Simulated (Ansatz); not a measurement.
# Calculations on HCl

**1. Relaxation**

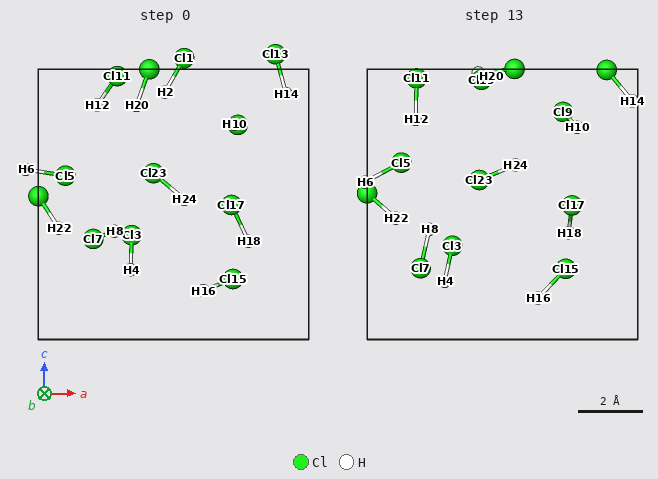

The structure of an amorphous cell of composition HCl before (left) and after (right) a relaxation, at one scale.

Style: ball-and-stick. Shown: the cell of the calculation, along the b axis.

The cell holds 12 HCl. The run prepares the start of a later molecular dynamics calculation, from a guessed geometry.

All numbers below come from DFT PBE-D3(BJ), scalar-relativistic, plane waves, PAW in Ansatz. Set-up: plane-wave cutoff 420 eV; k-point mesh 1 × 1 × 1; occupations fermi dirac; smearing width 0.02 eV; no spin polarisation; atoms relaxed in a fixed cell; force threshold 0.3 eV/Å; at most 15 steps.

> Describe what moved and what it gained.

An H atom moves most: 1.34 Å roughly along [2 −1 2]. By element the largest moves are H 1.34 Å, Cl 1.21 Å. The cell stays as it was. Near-neighbour distances that change, for instance: Cl–H 1.280 → 1.325 Å, Cl–H 1.280 → 1.302 Å. After 12 accepted moves (13 points after the start) the energy has fallen by 92.6 meV per atom. Largest force component: 0.72 eV/Å at the start, 0.27 eV/Å at the end. 1 step only repeated the SCF at the same geometry.

Limits of the set-up: the periodic images lie only 8.5 Å apart, so the values are limited by the cell's size.

**2. Dynamics**

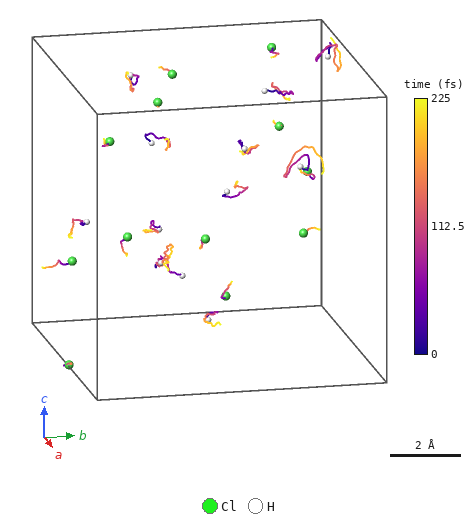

A Born-Oppenheimer molecular dynamics run of a periodic cell with 12 HCl at 1.187 g/cm³, 225 fs long. Lines trace each atom's path, coloured by time; spheres stand at the starting positions. Seen slightly off an axis in the simulation cell.

All numbers below come from DFT PBE-D3(BJ), scalar-relativistic, plane waves, PAW (Ansatz 0.2.0). Run with plane-wave cutoff 420 eV; k-point mesh 1 × 1 × 1; Fermi-Dirac smearing 0.02 eV; Langevin thermostat (NVT); set temperature 250 K; time step 0.75 fs; H given the mass 2.014 u; friction 0.02 per fs.

Q: What do the traces tell about the motion?

A: In the second half of the run the atoms are, in the root-mean-square, this far from where they began (common drift taken out): H 0.57 Å, Cl 0.34 Å. The heavy atoms stay within a fraction of a molecule's size of their starting places; so short a run doesn't tell a liquid from a solid. Over the second half the temperature averages 261 K (spread ±29 K). The potential energy is still drifting at the end, so the run hasn't reached equilibrium. The potential energy in the second half lies on average 23.5 meV per atom above the first frame.

Limits of the set-up: masses were changed (H 2.014 u), which shifts the vibrations; the periodic images lie only 8.5 Å apart, so the values are limited by the cell's size.

**3. Dynamics**

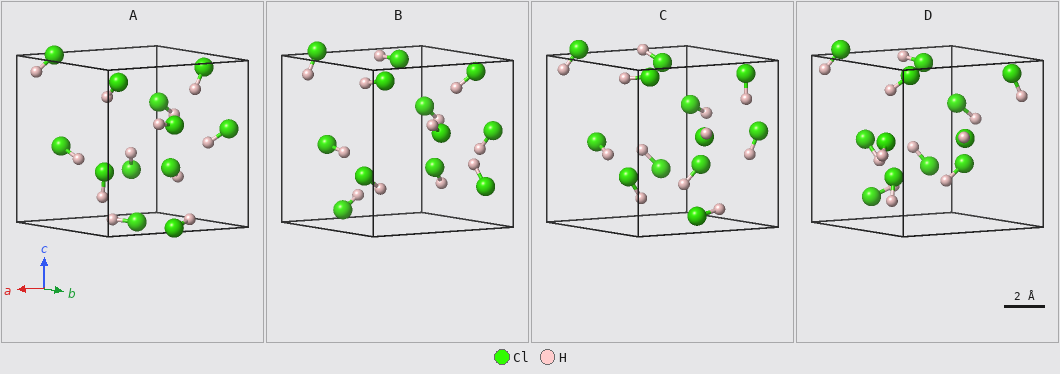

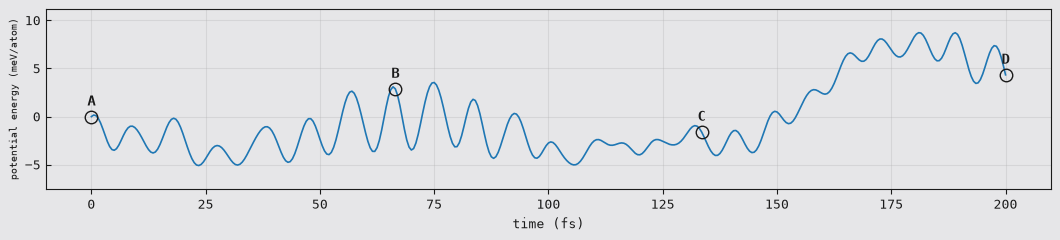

First-principles dynamics of a periodic cell with 12 HCl at 1.187 g/cm³, 200 fs long. It starts from the last geometry of an earlier run, with fresh velocities. Frames (A at 0 fs, B at 66 fs, C at 134 fs, D at 200 fs) and the history of the run. Style: ball-and-stick. Shown: the simulation cell, from a free direction. Atoms that leave the cell re-enter on the other side.

Theory: DFT PBE-D3(BJ), scalar-relativistic, plane waves, PAW in Ansatz 0.2.0. Run with plane-wave cutoff 420 eV; k-point mesh 1 × 1 × 1; Fermi-Dirac smearing 0.02 eV; constant energy (NVE); velocities drawn for 250 K; time step 0.5 fs; H given the mass 2.014 u.

What happens in this trajectory?

Over the second half the temperature averages 240 K (spread ±36 K). The potential energy is still drifting at the end, so the run hasn't reached equilibrium. The potential energy in the second half lies on average 1.2 meV per atom above the first frame. In the second half of the run the atoms are, in the root-mean-square, this far from where they began (common drift taken out): H 0.96 Å, Cl 0.56 Å. The heavy atoms stay within a fraction of a molecule's size of their starting places, while the hydrogen atoms travel further, as molecules turn; so short a run doesn't tell a liquid from a solid.

Limits of the set-up: masses were changed (H 2.014 u), which shifts the vibrations; the periodic images lie only 8.5 Å apart, so the values are limited by the cell's size.

Cost: 7.6 min on 1 thread of AMD EPYC 9R14 (Zen 4), on a shared host, peak memory 0.58 GiB.
